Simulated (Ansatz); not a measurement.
The Ansatz input:

```
crystal:
  lattice:
    - [5.0393684365, 0.0, 0.0]
    - [0.0, 5.0393684365, 0.0]
    - [0.0, 0.0, 21.3450573915]
  atoms:
    - { symbol: Cu, position: [0.25, 0.25, 0.3747940262] }
    - { symbol: Cu, position: [0.25, 0.75, 0.3747940262] }
    - { symbol: Cu, position: [0.75, 0.25, 0.3747940262] }
    - { symbol: Cu, position: [0.75, 0.75, 0.3747940262] }
    - { symbol: Cu, position: [0.5, 0.5, 0.4582646754] }
    - { symbol: Cu, position: [0.5, 0.0, 0.4582646754] }
    - { symbol: Cu, position: [0.0, 0.5, 0.4582646754] }
    - { symbol: Cu, position: [0.0, 0.0, 0.4582646754] }
    - { symbol: Cu, position: [0.75, 0.75, 0.5417353246] }
    - { symbol: Cu, position: [0.75, 0.25, 0.5417353246] }
    - { symbol: Cu, position: [0.25, 0.75, 0.5417353246] }
    - { symbol: Cu, position: [0.25, 0.25, 0.5417353246] }
    - { symbol: Cu, position: [0.0, 0.0, 0.6252059738] }
    - { symbol: Cu, position: [0.0, 0.5, 0.6252059738] }
    - { symbol: Cu, position: [0.5, 0.0, 0.6252059738] }
    - { symbol: Cu, position: [0.5, 0.5, 0.6252059738] }
basis:
  ecutwfc: 420
kpoints:
  mp_grid: { grid: [4, 4, 1] }
hamiltonian:
  xc: pbe
  dispersion: d3bj
scf:
  occupations: { method: gaussian, width: 0.1 }
output:
  forces: true
  eigenvalues: true
  write_density: true
  write_potential: true
  elf: true
  volumetric_format: npy
relax:
  adjacent_minimum: "off"
  f_tol: 0.03
  max_steps: 70
  constraints: [{ sites: [0, 1, 2, 3, 4, 5, 6, 7] }]
efield:
  axis: 3
  dipole_correction: true
  ramp_width: 0.04
```

Command:
```bash
ansatz run input.yaml --threads 8 --pin off --max-ram 20480MiB --backend cpu --events-out ev --progress --plain --runs-dir out
```

What does the potential across the slab give for the work function?

The work function is 4.52 eV, the same on both faces. The two vacuum levels agree, so the slab has no net dipole along its normal. The outermost atoms are 5.4 Å apart, which leaves 16.0 Å of vacuum in a cell 21.3 Å high.

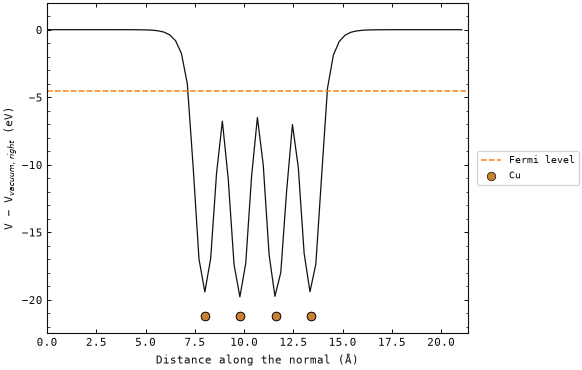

Plane-averaged electrostatic potential energy of an electron across the slab; circles at the bottom mark the heights of the atoms (positions after relaxation).
